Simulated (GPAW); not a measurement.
Consider MgO (Periclase, Fm-3m).

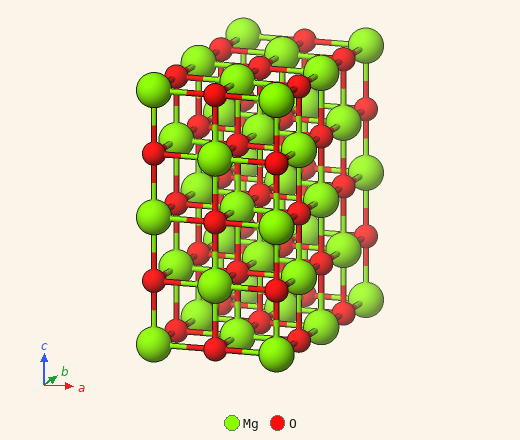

The structure (magnesium green, oxygen red). 1×2×2 conventional cells are drawn. Some periodic images of atoms are drawn too.

```xyz
2
Lattice="0.0000 2.1085 2.1085 2.1085 0.0000 2.1085 2.1085 2.1085 0.0000" Properties=species:S:1:pos:R:3 pbc="T T T"
Mg    0.0000    0.0000    0.0000
O     2.1085    2.1085    2.1085
```

Absorber: atom 1, with 6 O at 2.11 Å (octahedral, site symmetry m-3m). Method: GPAW, RPBE, full core hole (charged cell), 16-atom cell with 6.0 Å between holes, 5×5×5 k points, dipole transitions, Gaussian full width 0.9 eV up to 4 eV, rising linearly to 3.5 eV at 25 eV.

The database entry behind the starting cell differs from later determinations by our own check (about 0.1 % long), so it need not match the best structure at ambient conditions.

Where do the maxima of the Mg K edge fall?

Main maxima up to 24 eV above the zero (height): 4.5 eV (2.10), 8.8 eV (2.01), 10.9 eV (2.32) and 23.1 eV (0.69). A K edge sees empty p states on the absorber. The total-energy difference plus the lowest empty eigenvalue puts the zero at 1316.38 eV. One term is added: -12.99 eV, since the hole is spin-paired here and a spin-polarised one costs that much less in the free atom (computed apart). The photon energy is then 1303.39 eV. The tabulated edge of the element is 1303 eV. The functional and the charged cell's background leave an error of a few eV in such absolute values.

The Mg K spectrum (energy from the lowest empty level; intensity scaled to a mean of 1 over the first 20 eV):

```csv
E (eV),intensity
-2.0,0.00
-0.5,0.00
1.0,0.02
2.5,0.23
4.0,1.79
5.5,1.42
7.0,0.71
8.5,1.95
10.0,2.09
11.5,2.15
13.0,0.83
14.5,0.49
16.0,0.40
17.5,0.40
19.0,0.53
20.5,0.64
22.0,0.68
23.5,0.69
25.0,0.59
26.5,0.40
28.0,0.29
```

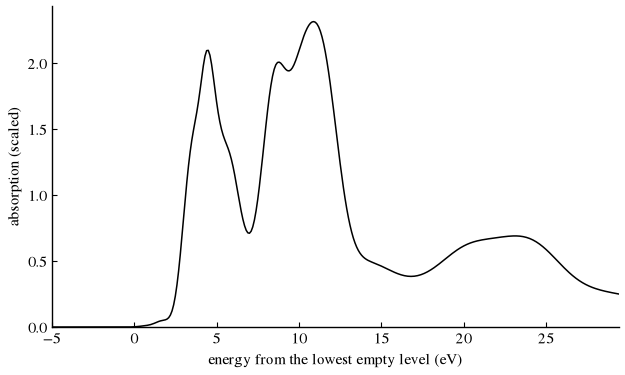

The Mg K edge.

The holes are only 6.0 Å apart, so the shape is probably not converged with cell size; no larger cell was run here. The mesh is coarse (0.26 Å⁻¹ between points), so small maxima may be mesh ripples. The structure is a published determination, not relaxed.

[Banner, clock and machine lines of the logs are left out without a mark of their own.]

[Logs are printed without paths, hosts, clocks, repeated set-up lines and the standing remarks that a program may print on its own settings, such as how far it seeks lower states.]

[Hosts, paths, dates, database ids (printed as entryN), source tags and the programs' standing remarks are cut or masked in the printed files.]

[Lists of maxima count a maximum above −3 eV only where it reaches 4 % of the highest in the window and stands out from its surroundings by 2 % of it (1.5 % where it reaches 55 %); shoulders and weaker maxima are passed over, and of the rest the first, up to two pre-edge ones and the few strongest are named.]
